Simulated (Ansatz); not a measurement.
**Mo: single-point calculation**

- system: Mo (1 atom in the cell)
- method: DFT r2SCAN, scalar-relativistic, plane waves, PAW, no spin polarisation (Ansatz 0.2.0)

The structure derives from a Materials Project entry. It belongs to a series of runs on one base structure; here: cell sheared at random, sigma 0.03, atoms nudged by 0.01 A. Figures and captions count atoms from 1; the log counts them from 0 in places.

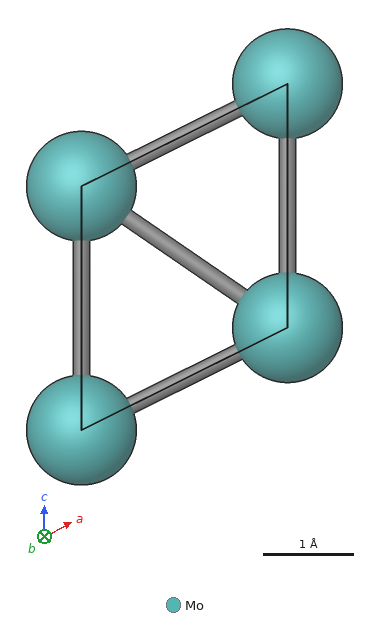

Fig. 1: The structure (ball-and-stick view of the cell of the calculation, set on other vectors, along the b axis; atoms are numbered from 1 in the order of the input).

### Input file
```yaml
crystal:
  lattice:
    - [2.5652565622, -0.039741545, 0.0101494564]
    - [-1.3170454686, 2.4580090175, 0.0600193694]
    - [0.0093559172, 0.0692874484, 2.6418079414]
  atoms:
    - { symbol: Mo, position: [0.0, 0.0, 0.5] }
basis:
  ecutwfc: 500
kpoints:
  mp_grid: { grid: [12, 12, 14] }
hamiltonian:
  xc: r2scan
scf:
  occupations: { method: gaussian, width: 0.15 }
output:
  forces: true
  stress: true
  eigenvalues: true
  write_density: true
  write_potential: true
  elf: true
  volumetric_format: npy
```

Run on 1 thread of Intel Xeon (Sapphire Rapids), 192 GiB of memory available, shared host.

Command:
```bash
ansatz run input.yaml --threads 1 --pin off --max-ram 2560MiB --backend cpu --events-out ev --progress --plain --runs-dir out
```

### Log
```
Engine: ansatz 0.2.0, x86_64-unknown-linux-gnu
Pseudopotentials: kind: paw
Pseudopotential: Mo, paw, valence charge 14, recommended cutoff 500 eV (meta_gga), Mo.paw.azcp
Functional definition: r2SCAN
  parameter k0 = 0.174
  parameter k1 = 0.065
  parameter a1 = 4.9479
  exchange = r2scan_x(k0 = k0, k1 = k1, a1 = a1)
  correlation = r2scan_c
Crystal: 1 atoms, lattice volume = 16.508 Å³
Basis set: ecut = 500 eV, 415 PW (Γ), exchange–correlation on 80×96×80 points (64 copies of the dense FFT grid, shifted against one another)
Bands: 11, of which v1, the nominal top of the filled ones, is band 7 counted from 1 (6 counted from 0)
Symmetry: 2 space group operations
Space group: P-1 (ITA 2), of the structure as read, at distance tolerance 2.5e-5 Å
k-points: 1012 of 2016
Non-local potential: Mo, projectors of the file, l = 0: 3, l = 1: 2, l = 2: 2, l = 3: 1
PAW form: soft (Blöchl's): semilocal exchange-correlation on the pseudo side does not see the compensation charge
PAW frozen core: Mo, regenerated for the run's functional (the file was generated under x = pbe(κ = 0.804, μ = 0.2195149727645171), c = pbe(β = 0.06672455060314922))
PAW one-centre angular grid: Mo, 590 points (default); XC on 160 Gauss nodes
Initial density: superposition of atomic densities (neutral atoms: chi_scale 0, normalization atom), corrected by the library's trained network
Initial wavefunctions: pseudopotential atomic-orbital guess
Functional: x = r2scan, c = r2scan; τ floored in thin density (d = 2e-4 eV/Å³)
SCF iter   1: F=—  HF=-4966.629746 eV  |F-HF|=—  |Δ(HF+E_count)|=         —  Δρ=1.43e-2  dr2=1.54e-2  dr2_τ=1.74e-2  ethr=1.77e-3  ⟨swp⟩=5.0  Hψ=67970  notcnv=0
preconditioner: auto → none  [metal: Δε(μ)=0.006 eV  Ē_g=8.123 eV  σ=0.150 eV  W_gap=0.02  n_scr=4 (ndim 8)  ℏωp=22.4 eV  f_vac=0.000  D(μ)=0.90/eV (n_scr^D=8)  sad-step TF]
SCF iter   2: F=—  HF=-4966.633076 eV  |F-HF|=—  |Δ(HF+E_count)|=   3.33e-3  Δρ=8.27e-3  dr2=4.56e-3  dr2_τ=2.30e-4  ethr=1.10e-4  ⟨swp⟩=1.4  Hψ=20523  notcnv=0
SCF iter   3: F=—  HF=-4966.633719 eV  |F-HF|=—  |Δ(HF+E_count)|=   6.43e-4  Δρ=7.94e-4  dr2=6.46e-5  dr2_τ=9.44e-6  ethr=3.26e-5  ⟨swp⟩=2.6  Hψ=17810  notcnv=0
SCF iter   4: F=—  HF=-4966.633744 eV  |F-HF|=—  |Δ(HF+E_count)|=   2.47e-5  Δρ=2.13e-4  dr2=6.27e-6  dr2_τ=1.60e-6  ethr=4.62e-7  ⟨swp⟩=2.0  Hψ=17494  notcnv=0
SCF iter   5: F=—  HF=-4966.633742 eV  |F-HF|=—  |Δ(HF+E_count)|=   1.54e-6  Δρ=4.55e-5  dr2=1.92e-7  dr2_τ=3.32e-8  ethr=4.48e-8  ⟨swp⟩=2.5  Hψ=16836  notcnv=0
SCF iter   6: F=-4966.633742 eV  HF=-4966.633742 eV  |F-HF|=9.15e-9  |Δ(HF+E_count)|=   7.90e-8  Δρ=1.11e-5  dr2=7.11e-9  dr2_τ=1.37e-9  ethr=7.14e-10  ⟨swp⟩=9.0  Hψ=71787  notcnv=0
SCF 1 converged in 6 iterations: F = -4966.633742 eV  dr2 = 7.11e-9
  greatest PAW one-centre occupation: 0.997 electrons in one spin orbital (limit 2), on the Mo atom at site 0 (counted from 0), in its partial waves of l = 0
```

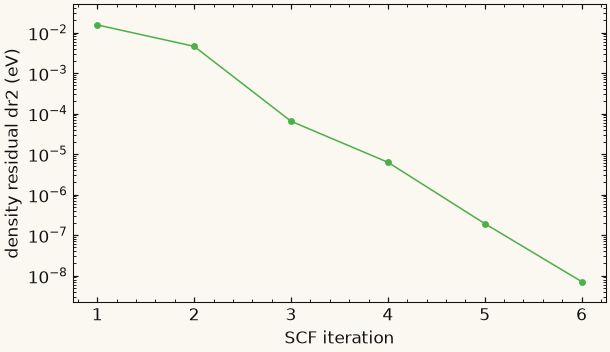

Fig. 2: Convergence of the self-consistent field: density residual dr2 against the SCF iteration. The residual falls at every step.

```
SCF converged after 6 iterations
Free energy (F): -4966.633742 eV
Harris-Foulkes:  -4966.633742 eV  (|F-HF|=9.15e-9)
Internal energy: -4966.623837 eV  (E = F + TS)
E sigma→0 (E₀):  -4966.628790 eV
Entropy (-TS):   -0.009905 eV (-9.905 meV/atom)
Fermi energy:    19.875042 eV
--- Per-component energies (eV) ---
  E_band       = -83.493939
  E_kinetic    = 441.465757
  E_local      = -862.293975  (includes V_loc(G=0)·N_el)
  E_nonlocal   = 144.230696
  E_hartree    = 288.779230
  E_xc         = -178.224457
  E_vxc        = -255.977770  (∫ρ·V_xc dr)
  E_paw        = -3217.916657  (= ΣΔE_a)
  E_vpaw       = -145.530915  (= ΣTr[D̂ρ^β])
  E_aug_tail   = 0.000004  (compensation charges beyond the density's cutoff)
  E_vtau       = 17.054370  (kinetic-family band-sum trace: ∫τ·v_τ [+ j·A + Jᵃ·Aᵃ] dr)
  E_ewald      = -1582.443231
  E_core_change = -0.221204  (= ΣΔE_core)
  E_smearing   = -0.009905  (= −TS)
  E_closure    = 0.000000  (closes the sum)
  Σ components = -4966.633742   (vs F -4966.633742, Δ=0.00e0)
--- Forces (eV/Å), atoms counted from 1 ---
  atom   1  Mo     0.00000000     0.00000000     0.00000000
  max |Σ_I F_I| component: 0.00e0 eV/Å
--- Stress (GPa, compression-positive) ---
       12.397369      -1.823736       0.880014
       -1.823735      11.775704       5.871404
        0.880014       5.871394     -12.128834
  P = ⅓ Tr σ = 4.0147 GPa (40.147 kbar)
--- Band table (eV; the first three rows and the last of 1012) ---
  k-point 0: bands = ["-43.3665", "-15.9721", "-15.8599", "-15.5521", "12.5145", "15.0537", "17.6156", "20.0349", "23.6148", "24.1874", "33.4902"]
  k-point 1: bands = ["-43.3575", "-16.0415", "-15.8593", "-15.5467", "12.6693", "15.2150", "17.6469", "20.0624", "23.4382", "24.0300", "33.5902"]
  k-point 2: bands = ["-43.3323", "-16.2435", "-15.8472", "-15.5316", "13.0844", "15.7031", "17.7362", "20.1404", "22.9760", "23.6118", "32.9071"]
  k-point 1011: bands = ["-42.8488", "-17.3524", "-17.0045", "-16.0169", "14.1610", "15.6754", "19.7638", "24.3453", "25.9743", "26.2620", "27.5764"]
```

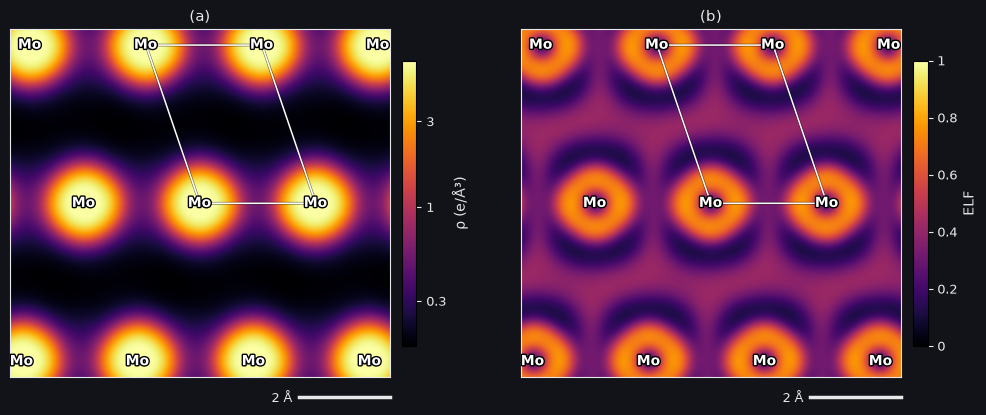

Fig. 3: (a) valence electron density; (b) electron localisation function on the (011) plane of the conventional cell. The section cuts through Mo sites. Mo–Mo (2.57 Å): the density is about 0.52 e/Å³ at the midpoint; the ELF is about 0.30 at the midpoint (no shared electron pair). Away from the nuclei the density in this plane falls to 0.17 e/Å³ at its lowest. The strong features right at Mo lie inside the PAW spheres (semicore, d or f shells) and say nothing about bonding. In a PAW calculation such maps are meaningful between the atoms, not at the nuclei.

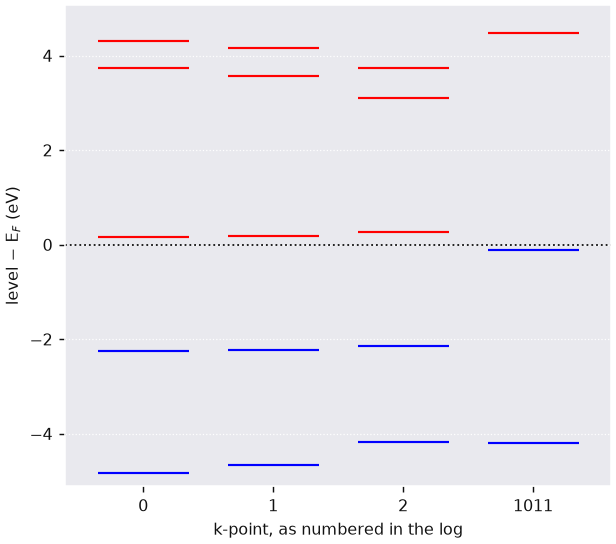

Fig. 4: Kohn–Sham levels near the Fermi level (dotted) at the few k-points that the log prints; levels within 0.02 eV of each other stand side by side. The system is metallic on the full mesh.

### Summary

```json
{"quantity": "outcome", "value": "converged"}
{"quantity": "space group (tolerance 0.01 Å)", "value": "P-1 (2)"}
{"quantity": "electrons treated", "value": "14"}
{"quantity": "free energy", "value": "−4966.6337 eV"}
{"quantity": "Fermi energy", "value": "19.875 eV"}
{"quantity": "gap on the k-point mesh", "value": "none (metallic)"}
{"quantity": "pressure", "value": "4.01 GPa"}
{"quantity": "largest force (length of the vector)", "value": "under 0.001 eV/Å"}
{"quantity": "wall time", "value": "22 s"}
{"quantity": "peak memory", "value": "0.55 GiB"}
```
